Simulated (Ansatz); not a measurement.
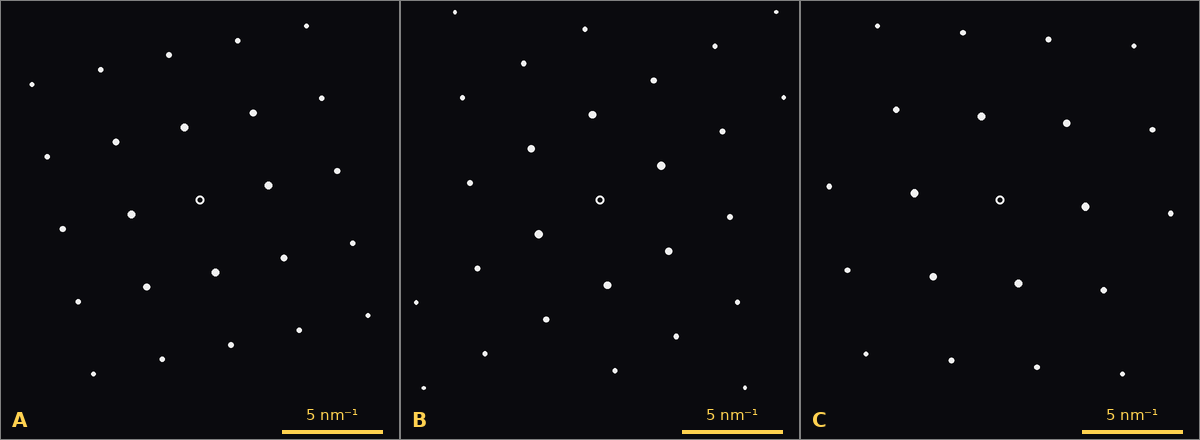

Simulated selected-area electron diffraction patterns (200 kV, kinematic approximation, thin crystal, B = 0.5 Å² for all atoms).

All three come from Cd, space group Fmmm (No. 69), a = 2.904 Å, b = 5.404 Å, c = 5.701 Å. Structure: the geometry relaxed with Ansatz 0.2.0, DFT r2SCAN, scalar-relativistic, plane waves, PAW; the starting structure was generated, so it need not be a known form of this composition.

Assign the zone axes [011], [100], [110] to A, B and C.

A is [100]: rectangular net of 0 0 2 at d = 2.85 Å and 0 2 0 at d = 2.70 Å, at 90.0°. B is [110]: centred rectangular net of 0 0 2 at d = 2.85 Å and 1 -1 1 at d = 2.33 Å, at 65.8°. C is [011]: centred rectangular net of 1 -1 1 at d = 2.33 Å and 1 1 -1 at d = 2.33 Å, at 73.0°.
